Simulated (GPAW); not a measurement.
# zigzag Co chain, bond 2.76 A: a ladder in all numerical settings together, part 2 of 2

Two starts of zigzag Co chain, bond 2.76 A are run at each rung of all numerical settings together. Which rung is enough?

GPAW 26.7.0; LDA; plane waves with GPAW's PAW setups, scalar-relativistic.

So far, largest spin moment in the augmentation sphere (μB): step 2 (rung 1 (280 eV, mesh 1×1×4), start ferro ++) 1.96; step 3 (rung 1 (280 eV, mesh 1×1×4), start antiferro +-) 1.88; step 4 (rung 2 (380 eV, mesh 1×1×6), start ferro ++) 2.04; step 5 (rung 2 (380 eV, mesh 1×1×6), start antiferro +-) 1.93; step 6 (rung 3 (500 eV, mesh 1×1×8), start ferro ++) 2.05.

### 7. Rung 3 (500 eV, mesh 1×1×8), start antiferro +-

order2.py

```python
import json
import numpy as np
from ase import Atoms
from ase.parallel import paropen, parprint
from gpaw import GPAW

atoms = Atoms(['Co', 'Co'],
    cell=[[12.0, 0.0, 0.0],
         [0.0, 12.0, 0.0],
         [0.0, 0.0, 3.312]],
    scaled_positions=[[0.408, 0.5, 0.0],
         [0.592, 0.5, 0.5]],
    pbc=True,
    magmoms=[2.0, -2.0])
atoms.calc = GPAW(mode={'name': 'pw', 'ecut': 500},
    xc='LDA',
    kpts={'size': (1, 1, 8), 'gamma': True},
    occupations={'name': 'fermi-dirac', 'width': 0.1},
    convergence={'density': 1e-05, 'energy': 1e-05},
    maxiter=200,
    symmetry={'tolerance': 1e-4},
    txt='order2.txt')
e = atoms.get_potential_energy(force_consistent=True)
res = {'free_energy': e, 'energy_sigma0': atoms.get_potential_energy(), 'fermi_energy': atoms.calc.get_fermi_level()}
res['moments'] = atoms.get_magnetic_moments().tolist()
res['total'] = atoms.get_magnetic_moment()
parprint('site moments (muB):', np.round(res['moments'], 3))
parprint(f"total moment: {res['total']:.3f} muB")
parprint(f'free energy: {e:.6f} eV')
atoms.calc.write('order2.gpw')
with paropen('results.json', 'w') as f:
    json.dump(res, f)
```

Run with:

```sh
OMP_NUM_THREADS=1 python3 order2.py > order2.log
```

Output:

```text
site moments (muB): [ 1.958 -1.958]
total moment: -0.000 muB
free energy: -9.521278 eV

--- order2.txt ---
Input parameters:
  mode=PW(ecut=500),
  convergence={'density': 1e-05, 'energy': 1e-05},
  kpts=MonkhorstPack(size=(1, 1, 8), gamma=True),
  maxiter=200,
  occupations=Occupations(name='fermi-dirac', width=0.1),
  symmetry=Symmetry(tolerance=0.0001),
  xc=XC(name='LDA')

Diagonalizing LCAO Hamiltonian
[...]
|          3 |        -5.400 |     1.000 |        -5.400 |     1.000 |
|          4 |        -5.390 |     1.000 |        -5.390 |     1.000 |
[...]
|         11 |        -3.369 |     0.136 |        -3.369 |     0.136 |
|         12 |        -1.836 |     0.000 |        -1.836 |     0.000 |
|         13 |        -1.151 |     0.000 |        -1.151 |     0.000 |
|         14 |         0.347 |     0.000 |         0.347 |     0.000 |

No gap
No difference between direct/indirect transitions


[key lines of the parts left out:]
Free energy:      -9.521278
Converged in 26 steps
dipole moment: (-0.000010, -0.000010, -8.831354)  # |e|*Ang
Fermi level: -3.554
```

Run time: 65 s. Hardware: 1 MPI rank of Arm Neoverse V2, shared host; peak memory 0.34 GiB.

This step gave:

| Quantity | Value |
| --- | --- |
| magnetization | 0 μB |
| final state | antiferromagnetic |
| largest moment | 1.958 μB |

This start lies +221.7 meV a seeded atom from the first, a change of +42.1 meV since rung 2; its largest moment is 1.96 μB.

### 8. Rung 4 (700 eV, mesh 1×1×10), start ferro ++

order1.py

```python
import json
import numpy as np
from ase import Atoms
from ase.parallel import paropen, parprint
from gpaw import GPAW

atoms = Atoms(['Co', 'Co'],
    cell=[[12.0, 0.0, 0.0],
         [0.0, 12.0, 0.0],
         [0.0, 0.0, 3.312]],
    scaled_positions=[[0.408, 0.5, 0.0],
         [0.592, 0.5, 0.5]],
    pbc=True,
    magmoms=[2.0, 2.0])
atoms.calc = GPAW(mode={'name': 'pw', 'ecut': 700},
    xc='LDA',
    kpts={'size': (1, 1, 10), 'gamma': True},
    occupations={'name': 'fermi-dirac', 'width': 0.05},
    convergence={'density': 1e-05, 'energy': 1e-05},
    maxiter=200,
    symmetry={'tolerance': 1e-4},
    txt='order1.txt')
e = atoms.get_potential_energy(force_consistent=True)
res = {'free_energy': e, 'energy_sigma0': atoms.get_potential_energy(), 'fermi_energy': atoms.calc.get_fermi_level()}
res['moments'] = atoms.get_magnetic_moments().tolist()
res['total'] = atoms.get_magnetic_moment()
parprint('site moments (muB):', np.round(res['moments'], 3))
parprint(f"total moment: {res['total']:.3f} muB")
parprint(f'free energy: {e:.6f} eV')
atoms.calc.write('order1.gpw')
with paropen('results.json', 'w') as f:
    json.dump(res, f)
```

Run with:

```sh
OMP_NUM_THREADS=1 python3 order1.py > order1.log
```

Output:

```text
site moments (muB): [2.083 2.083]
total moment: 4.629 muB
free energy: -9.991145 eV

--- order1.txt ---
Input parameters:
  mode=PW(ecut=700),
  convergence={'density': 1e-05, 'energy': 1e-05},
  kpts=MonkhorstPack(size=(1, 1, 10), gamma=True),
  maxiter=200,
  occupations=Occupations(name='fermi-dirac', width=0.05),
  symmetry=Symmetry(tolerance=0.0001),
  xc=XC(name='LDA')

Diagonalizing LCAO Hamiltonian
[...]
|          4 |        -5.663 |     1.000 |        -3.997 |     0.999 |
[...]
|         13 |        -1.398 |     0.000 |        -1.027 |     0.000 |
|         14 |         0.171 |     0.000 |         0.463 |     0.000 |
|         15 |         0.574 |     0.000 |         0.646 |     0.000 |
|        ... |               |           |               |           |
|         17 |         1.412 |     0.000 |         1.531 |     0.000 |

No gap
No difference between direct/indirect transitions


[key lines of the parts left out:]
Free energy:      -9.991145
Converged in 24 steps
dipole moment: (-0.000012, -0.000010, -8.840863)  # |e|*Ang
Fermi level: -3.620
```

Wall time 2.2 min (1 MPI rank); peak memory 0.51 GiB.

This step gave:

```yaml
magnetization: 4.629 μB
final_state: ferromagnetic
largest_moment: 2.083 μB
```

The largest moment moves by +0.03 μB from rung 3, at 2.3 times its CPU time.

### 9. Rung 4 (700 eV, mesh 1×1×10), start antiferro +-

order2.py is the script of step 7 with these lines changed:

```diff
@@ -14,6 +14,6 @@
     magmoms=[2.0, -2.0])
-atoms.calc = GPAW(mode={'name': 'pw', 'ecut': 500},
+atoms.calc = GPAW(mode={'name': 'pw', 'ecut': 700},
     xc='LDA',
-    kpts={'size': (1, 1, 8), 'gamma': True},
-    occupations={'name': 'fermi-dirac', 'width': 0.1},
+    kpts={'size': (1, 1, 10), 'gamma': True},
+    occupations={'name': 'fermi-dirac', 'width': 0.05},
     convergence={'density': 1e-05, 'energy': 1e-05},
```

Run with:

```sh
OMP_NUM_THREADS=1 python3 order2.py > order2.log
```

Output:

```text
site moments (muB): [ 1.979 -1.979]
total moment: 0.000 muB
free energy: -9.506098 eV

--- order2.txt ---
Input parameters:
  mode=PW(ecut=700),
  convergence={'density': 1e-05, 'energy': 1e-05},
  kpts=MonkhorstPack(size=(1, 1, 10), gamma=True),
  maxiter=200,
  occupations=Occupations(name='fermi-dirac', width=0.05),
  symmetry=Symmetry(tolerance=0.0001),
  xc=XC(name='LDA')

Diagonalizing LCAO Hamiltonian
[...]
|          3 |        -5.358 |     1.000 |        -5.358 |     1.000 |
|          4 |        -5.183 |     1.000 |        -5.183 |     1.000 |
[...]
|         11 |        -3.273 |     0.013 |        -3.273 |     0.013 |
|         12 |        -1.824 |     0.000 |        -1.824 |     0.000 |
|         13 |        -1.105 |     0.000 |        -1.105 |     0.000 |
|         14 |         0.367 |     0.000 |         0.367 |     0.000 |

No gap
No difference between direct/indirect transitions


[key lines of the parts left out:]
Free energy:      -9.506098
Converged in 36 steps
dipole moment: (-0.000013, -0.000010, -8.827862)  # |e|*Ang
Fermi level: -3.490
```

It took 2.9 min on 1 MPI rank; peak memory 0.5 GiB.

Numbers from this step:

```
magnetization  : 0 μB
final state    : antiferromagnetic
largest moment : 1.979 μB
```

This start lies +242.5 meV a seeded atom from the first, a change of +20.9 meV since rung 3; its largest moment is 1.98 μB.

### 10. An attempt with other settings

An input with a fault is tried, to see how the program answers.

run.py, as its differences from order2.py of step 9:

```diff
@@ -13,4 +13,4 @@
     pbc=True,
-    magmoms=[2.0, -2.0])
-atoms.calc = GPAW(mode={'name': 'pw', 'ecut': 700},
+    magmoms=[2.0, 2.0])
+atoms.calc = GPAW(mode={'name': 'pw', 'ecut': 550},
     xc='LDA',
@@ -19,5 +19,6 @@
     convergence={'density': 1e-05, 'energy': 1e-05},
-    maxiter=200,
+    maxiter=60,
+    mixer={'name': 'pulay', 'beta': 0.002, 'nmaxold': 1, 'weight': 100},
     symmetry={'tolerance': 1e-4},
-    txt='order2.txt')
+    txt='run.txt')
 e = atoms.get_potential_energy(force_consistent=True)
@@ -29,3 +30,3 @@
 parprint(f'free energy: {e:.6f} eV')
-atoms.calc.write('order2.gpw')
+atoms.calc.write('run.gpw')
 with paropen('results.json', 'w') as f:
```

Run with:

```sh
OMP_NUM_THREADS=1 python3 run.py > run.log
```

Output:

```text
Input parameters:
  mode=PW(ecut=550),
  convergence={'density': 1e-05, 'energy': 1e-05},
  kpts=MonkhorstPack(size=(1, 1, 10), gamma=True),
  maxiter=60,
  mixer=Pulay(name='pulay', nmaxold=1, beta=0.002, weight=100, sigma=0.015, g_ss=None),
  occupations=Occupations(name='fermi-dirac', width=0.05),
  symmetry=Symmetry(tolerance=0.0001),
  xc=XC(name='LDA')

Diagonalizing LCAO Hamiltonian
Converting LCAO to pw mode
        .----------------------------.
       /|                            |
      / |                            |
     /  |                            |
    /   .----------------------------.
   /   /              Co            /
  /   /                            /
 *   /                            /
 |  /           Co               /
 | /                            /
 |/                            /
 *----------------------------*

Atoms  # Å, Bohr magnetons
|   | symbol |        x |        y |        z |    initial magnetic moments |
|---|--------|----------|----------|----------|-----------------------------|
| 0 |     Co | 4.896000 | 6.000000 | 0.000000 | ( 0.0000,  0.0000,  2.0000) |
| 1 |     Co | 7.104000 | 6.000000 | 1.656000 | ( 0.0000,  0.0000,  2.0000) |

Number of symmetries: 4

BZ-sampling:
  Number of BZ points: 10
  Number of IBZ points: 6

  Monkhorst-Pack size: [1, 1, 10]
  Monkhorst-Pack shift: [0.0, 0.0, 0.05]

Plane wave coefficients: 14009
Cutoff: 550.0 eV

Spin-components: 2 (collinear spins)
Bands:           18
Projectors:      12
Spin-degeneracy: 1
Datatype:        complex128

Parallelization:
  kpt:    1
  domain: 1
  band:   1

Density:
  Valence electrons: 18.0
  Components: 2
  Grid points: [70 70 18]
  Charge: 0.0  # |e|

Potential:
  Grid points: [70 70 18]

[... setups left out ...]
Reference energy: -75676.533408  # eV

convergence criteria:
- Maximum integral of absolute [dens]ity change: 1e-05 electrons / valence electron
- Maximum [total energy] change in last 3 cyles: 1e-05 eV / valence electron
- Maximum integral of absolute [eigenst]ate change: 4e-08 eV^2 / valence electron
maximum number of iterations: 60

SCF iterations
|iter     |      energy | eigst |  dens |  magmom |
|---------|-------------|-------|-------|---------|
|iter:   1|       0s |  -12.368117 | -0.15 |       |  +4.0055|
|iter:   2|       4s |  -12.328641 | -1.68 | -0.66 |  +4.0043|
|iter:   3|       9s |  -12.282753 | -2.52 | -0.66 |  +4.0031|
|iter:   4|      13s |  -12.235930 | -3.51 | -0.67 |  +4.0019|
|iter:   5|      17s |  -12.189710 | -3.88 | -0.67 |  +4.0007|
|iter:   6|      21s |  -12.144227 | -4.01 | -0.67 |  +3.9995|
[...]
[... 36 iterations left out ...]
[...]
|iter:  53|     219s |  -10.699470 | -4.39 | -0.86 |  +3.9517|
|iter:  54|     223s |  -10.681932 | -4.40 | -0.87 |  +3.9513|
|iter:  55|     227s |  -10.664781 | -4.41 | -0.87 |  +3.9508|
|iter:  56|     231s |  -10.647997 | -4.42 | -0.87 |  +3.9504|
```

Run time: 4 min. Hardware: 1 MPI rank; peak memory 0.3 GiB.

The run was cut off at its time limit.

The fault put into the input: mixing far too weak.

Each cycle moves so little that the limit comes first; a larger step or a mixer with history is the cure.

### 11. Side by side

Ladder, by row:

```csv
rung,cutoff (eV),mesh,smearing (eV),state from the first start,state from the second start,second less first (meV a seeded atom),"moment, first (μB)","moment, second (μB)",CPU time (s)
1,280,1x1x4,0.2,ferromagnetic,antiferromagnetic,132,1.962,1.879,23.36
2,380,1x1x6,0.15,ferromagnetic,antiferromagnetic,179.6,2.038,1.933,57.88
3,500,1x1x8,0.1,ferromagnetic,antiferromagnetic,221.7,2.053,1.958,122.9
4,700,1x1x10,0.05,ferromagnetic,antiferromagnetic,242.5,2.083,1.979,306.6
```

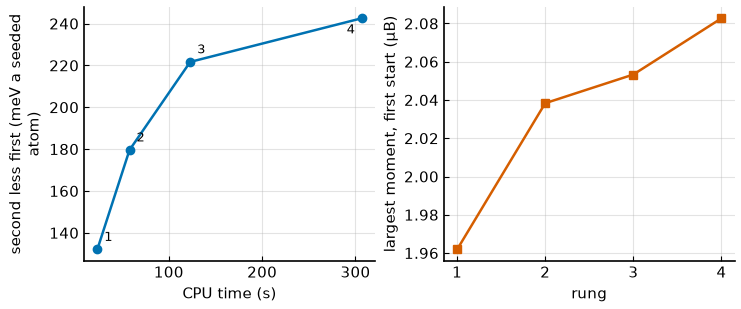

Result against cost, rungs numbered as in the table, and the moment by rung.

### 12. Summary of results

* range of the moment in the table, first start: 1.96 to 2.08 μB
* range of CPU time: 23 s to 5.1 min
* range of the energy difference: 132 to 243 meV a seeded atom

Only the last rung can serve as the reference, and the rung before it is still 21 meV away, so convergence is not shown. The first start ends lower on every rung of the table; whether functional and cell give the true order is another question.

[Logs and program files are shortened in this print: banners, set-up blocks, solver, clock and traceback lines can be left out without a mark of their own.]

[Logs are printed without paths, hosts, clocks, repeated set-up lines and the standing remarks that a program may print on its own settings, such as how far it seeks lower states.]

[Hosts, paths, dates, database ids (printed as entryN), source tags and the programs' standing remarks are cut or masked in the printed files.]

[Where a cell is said to come from a database of computed structures, the database is the Materials Project.]
